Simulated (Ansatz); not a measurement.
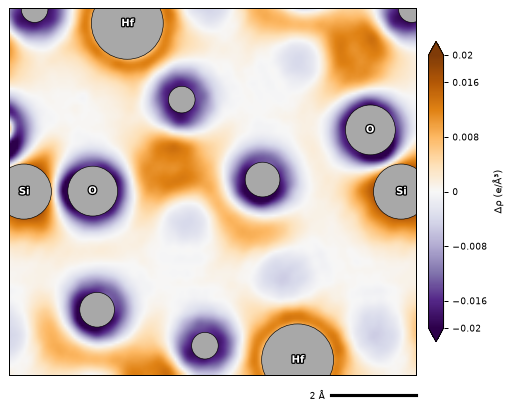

HfSiO$_{4}$. Difference of the valence pseudo-densities of two functionals at the same geometry, on the (111) plane of the calculation cell: PBE less r2SCAN.

Space group I4₁/amd; a structure from a database of computed crystals, not necessarily the ambient phase; started from the database structure prototype, which need not be the ambient phase.

Both computed with Ansatz (plane waves, PAW), on the same k-point mesh. Grey discs cover the atomic cores.

What does the difference map show?

Answer. Against r2SCAN, PBE gives more density around Hf (+0.008 e/Å³ on average at 1.2 Å from the nucleus), less density around O (−0.013 e/Å³ on average at 0.7 Å from the nucleus) and a change of −0.011 e/Å³ at the midpoint of Si–O.
